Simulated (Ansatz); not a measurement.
# Calculations on Ge

Part 1: Scan

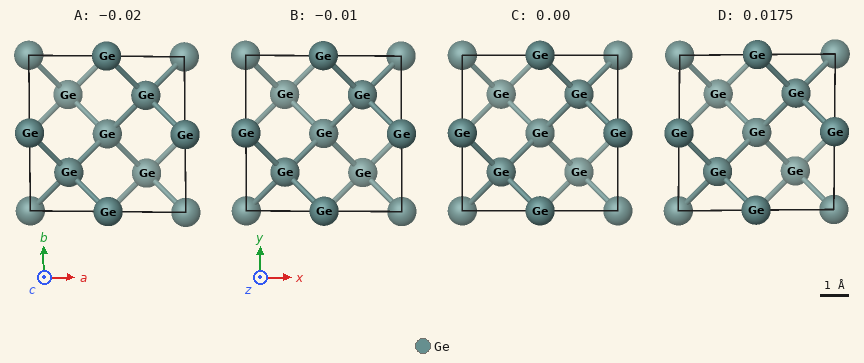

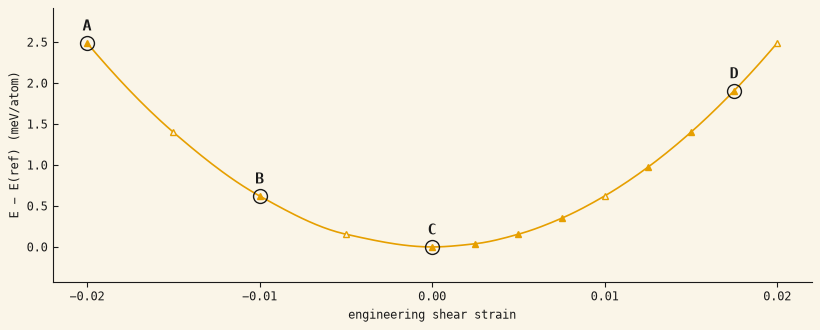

Energy scan for solid Ge (Fd-3m), in which the cell is strained in shear in the xy plane, with the atoms kept at their fractional coordinates. x, y and z are the Cartesian axes of the input. The lettered frames are marked on the plot. Hollow markers are points alike by symmetry, not computed again. The picture is a ball-and-stick view of the conventional cell (4 times the calculation's cell), seen along the c axis. Lengths and directions refer to the drawn axes.

The calculation used DFT PBE, scalar-relativistic, plane waves, PAW (Ansatz). Settings: plane-wave cutoff 420 eV; k-point mesh 14 × 14 × 14; occupations gaussian; smearing width 0.15 eV; no spin polarisation. Energies (free energies at the smearing named) are counted from the cell as listed in its source, which wasn't relaxed.

**Read off the main features of the energy profile.**

The lowest computed point lies at the strain 0.00 (0.00 meV/atom). At the ends of the scan the energy is 2.49 meV/atom (−0.02) and 2.49 meV/atom (0.02). The unrelaxed reference is under a pressure of 3.7 GPa. The distortion takes the space group from Fd-3m to Imma. At the strain −0.02 the cell of the drawing goes γ 90.0° → 91.1°.

The computed points:

| engineering shear strain | E − E(ref) (meV/atom) |
| --- | --- |
| −0.0200 | 2.49 |
| −0.0150 | 1.40 |
| −0.0100 | 0.62 |
| −0.0050 | 0.16 |
| 0.0000 | 0.00 |
| 0.0025 | 0.04 |
| 0.0050 | 0.16 |
| 0.0075 | 0.35 |
| 0.0100 | 0.62 |
| 0.0125 | 0.97 |
| 0.0150 | 1.40 |
| 0.0175 | 1.91 |
| 0.0200 | 2.49 |

Points that are alike by symmetry were computed once.

Part 2: Scan

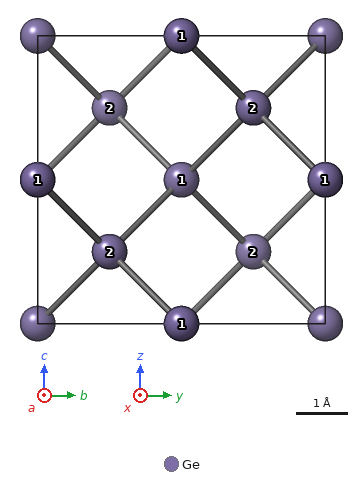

Energy scan for a crystal of Ge (Fd-3m), in which the cell is strained equally along x and y and separately along z, with the atoms kept at their fractional coordinates. x, y and z are the Cartesian axes of the input. The picture shows the reference cell. Style: ball-and-stick. Shown: the conventional cell (4 times the calculation's cell), along the a axis. Lengths and directions refer to the drawn axes.

Theory: Ansatz 0.2.0, DFT PBE, scalar-relativistic, plane waves, PAW. Settings: plane-wave cutoff 420 eV; k-point mesh 14 × 14 × 14; occupations gaussian; smearing width 0.15 eV; no spin polarisation. Energies (free energies at the smearing named) are counted from the cell as listed in its source, which wasn't relaxed.

Input file:
```yaml
crystal:
  lattice:
    - [0.0, 2.82877, 2.82877]
    - [2.82877, 0.0, 2.82877]
    - [2.82877, 2.82877, 0.0]
  atoms:
    - { symbol: Ge, position: [0.5, 0.5, 0.5] }
    - { symbol: Ge, position: [0.75, 0.75, 0.75] }
basis:
  ecutwfc: 420
kpoints:
  mp_grid: { grid: [14, 14, 14] }
hamiltonian:
  xc: pbe
scf:
  occupations: { method: gaussian, width: 0.15 }
output:
  forces: true
  stress: true
  eigenvalues: true
```

Run as
```bash
ansatz run input.yaml --threads 1 --pin off --max-ram 2560MiB --backend cpu --events-out ev --progress --plain --runs-dir out
```

Question: Predict the energy profile on a grid with rows −0.050, −0.025, 0.000, 0.025, 0.050 and columns −0.050, −0.025, 0.000, 0.025, 0.050 (strain along x and y; strain along z).

Answer: Rows: strain along x and y; columns: strain along z; values in meV/atom.

```csv
,−0.050,−0.025,0.000,0.025,0.050
−0.050,218.9,162.4,121.1,94.0,79.9
−0.025,113.1,70.9,42.1,25.7,20.7
0.000,48.6,18.5,0.0,−7.7,−5.4
0.025,18.2,−1.8,−11.8,−12.2,−4.0
0.050,15.5,4.0,1.3,6.7,19.9
```

In pairs of (strain along x and y; strain along z): the lowest computed point lies at (0.025, 0.025) (−12.2 meV/atom), the highest at (−0.050, −0.050) (218.9 meV/atom). The valley is tilted: raising the in-plane strain is made harder by raising the strain along z (cross term 0.44 of the geometric mean of the two curvatures). Over the ranges scanned the energy rises more along the first axis, the in-plane strain. The pressure runs from −4.3 GPa at (0.050, 0.050) to 20.2 GPa at (−0.050, −0.050).

As a map, interpolated between the computed points (dots):

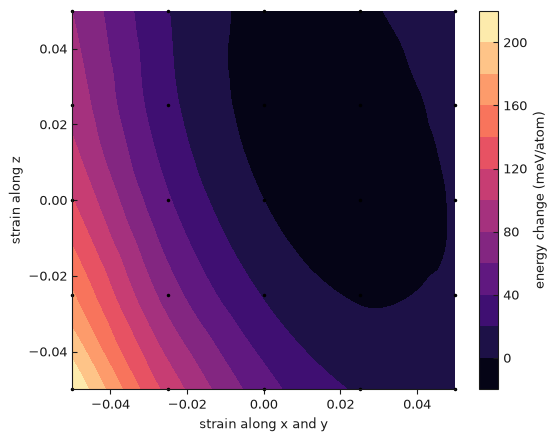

Part 3: Energy map

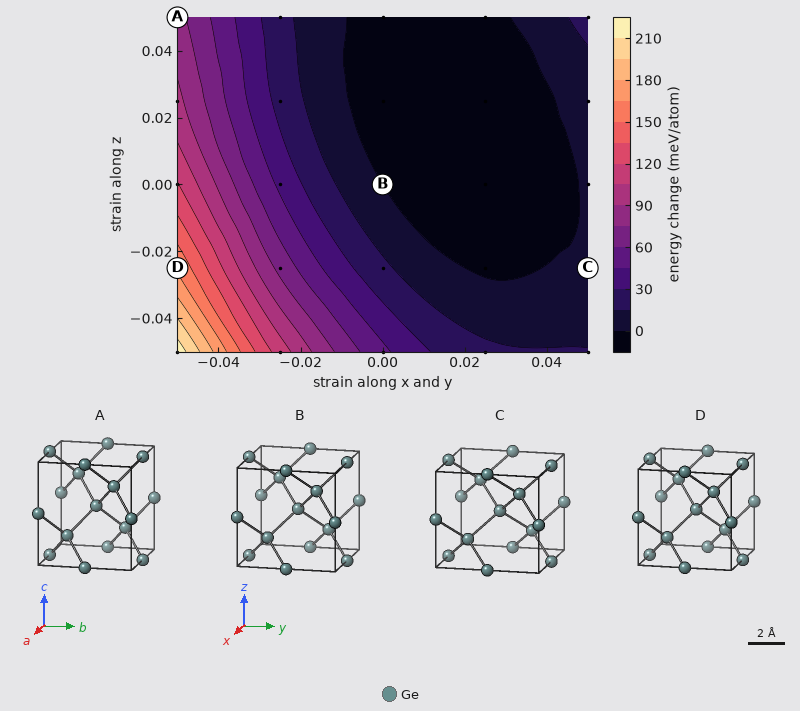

A crystal of Ge (Fd-3m): the cell is strained equally along x and y and separately along z, with the atoms kept at their fractional coordinates. x, y and z are the Cartesian axes of the input. The map is interpolated between the computed points (dots). The lettered frames are marked on it. The picture is a ball-and-stick view of the conventional cell (4 times the calculation's cell), seen slightly off an axis. Lengths and directions refer to the drawn axes.

Computed with DFT PBE, scalar-relativistic, plane waves, PAW (Ansatz 0.2.0). Set-up: plane-wave cutoff 420 eV; k-point mesh 14 × 14 × 14; occupations gaussian; smearing width 0.15 eV; no spin polarisation. Energies (free energies at the smearing named) are counted from the cell as listed in its source, which wasn't relaxed.

> Where is the lowest point of the map, and what else does it tell?

In pairs of (strain along x and y; strain along z): the lowest computed point lies at (0.025, 0.025) (−12.2 meV/atom), the highest at (−0.050, −0.050) (218.9 meV/atom). The valley is tilted: raising the in-plane strain is made harder by raising the strain along z (cross term 0.44 of the geometric mean of the two curvatures). Over the ranges scanned the energy rises more along the first axis, the in-plane strain. The pressure runs from −4.3 GPa at (0.050, 0.050) to 20.2 GPa at (−0.050, −0.050). The frames lie at A (−0.050, 0.050): 79.9 meV/atom, B (0.000, 0.000): 0.0 meV/atom, C (0.050, −0.025): 4.0 meV/atom, D (−0.050, −0.025): 162.4 meV/atom.

The computed points:

Rows: strain along x and y; columns: strain along z; values in meV/atom.

```
        −0.050  −0.025  0.000  0.025  0.050
−0.050   218.9   162.4  121.1   94.0   79.9
−0.025   113.1    70.9   42.1   25.7   20.7
 0.000    48.6    18.5    0.0   −7.7   −5.4
 0.025    18.2    −1.8  −11.8  −12.2   −4.0
 0.050    15.5     4.0    1.3    6.7   19.9
```
